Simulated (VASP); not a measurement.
PbSe, space group Fm-3m (No. 225), a = 6.121 Å, b = 6.121 Å, c = 6.121 Å, α = 90.00°, β = 90.00°, γ = 90.00°

| site | Wyckoff | x | y | z |
| --- | --- | --- | --- | --- |
| Pb | 4a | 0.0000 | 0.0000 | 0.0000 |
| Se | 4b | 0.5000 | 0.0000 | 0.0000 |

Source: coordinates from a relaxation with VASP Kohn-Sham DFT of a periodic cell, vdW-DF-cx, VASP PAW PBE potentials, recommended in VASP 6.6.1.

Q: Describe the coordination of Pb.

A: PbSe6: an essentially ideal octahedron (coordination number 6, S = 0.00; next best trigonal prism, S = 16.7). Bonds: 6 × Pb–Se 3.06 Å. The next neighbour, not counted, lies at 4.33 Å.

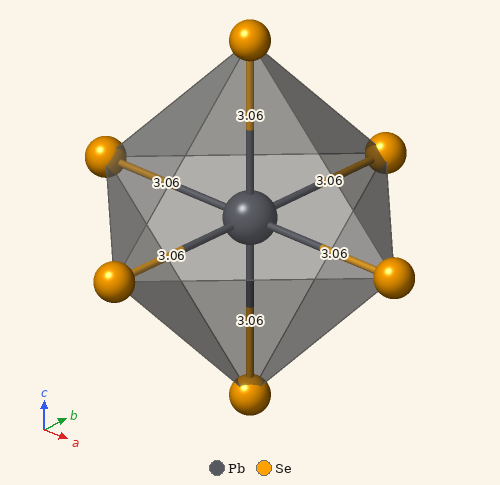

The polyhedron about Pb. The shape measure S (0 to 100) is the computed least-squares distance from an ideal polyhedron; S = 0 means ideal.
